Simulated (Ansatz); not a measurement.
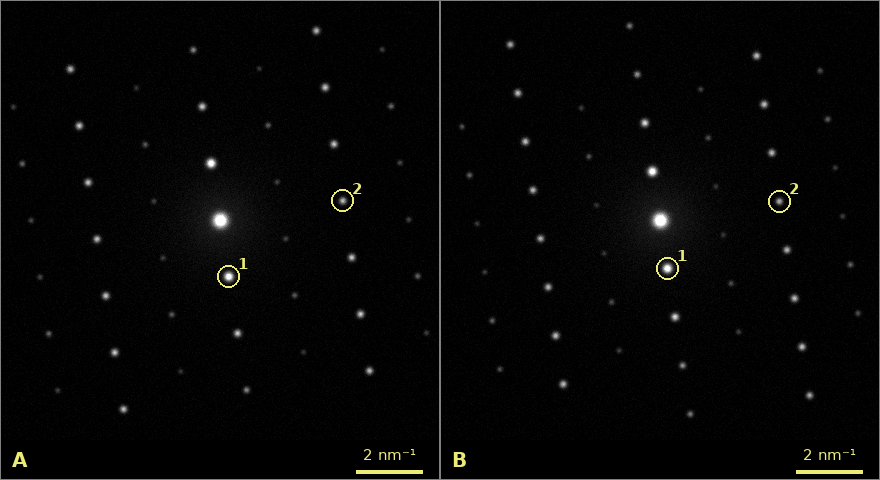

Kinematic electron diffraction patterns (120 kV, B = 0.5 Å², same scale) along [001] of the run's own cell, for the start and the end of one relaxation of HfO2 with DFT PBE, scalar-relativistic, plane waves, PAW (Ansatz). k mesh 6×6×6. The start is a generated model structure, and the relaxation ends in the nearest stationary point of its symmetry, not necessarily the ground state. Spot 1 is -1 1 0 and spot 2 is -1 -1 0 in both.

Start structure:

```
CELL_PARAMETERS angstrom
-4.03408 4.03408 2.96454
4.03408 -4.03408 2.96454
4.03408 4.03408 -2.96454
ATOMIC_POSITIONS crystal
Hf 0.25000 0.75000 0.50000
Hf 0.75000 0.25000 0.50000
O 0.16361 0.50000 0.66361
O 0.50000 0.16361 0.66361
O 0.50000 0.83639 0.33639
O 0.83639 0.50000 0.33639
```

Question: Which pattern belongs to the start structure, and which to the relaxed one?

Answer: A is the start: its cell gives d(1) = 5.705 Å, d(2) = 2.631 Å and an angle of 90.0°. B is the relaxed structure, with d(1) = 6.666 Å (+16.8 %), d(2) = 2.709 Å (+3.0 %) and 90.0°.

Question: Summarise the relaxation behind the change.

Answer: The volume changed by +36.5 % to 43.91 Å³ an atom; with the mean shift removed, the atoms moved by up to 0.22 Å relative to the cell (O most); the space group stayed I4/mmm (No. 139); the free energy fell by 9.6 meV an atom. Relaxed cell: a = 7.296 Å, b = 7.296 Å, c = 7.296 Å, α = 99.50°, β = 99.50°, γ = 132.05°.
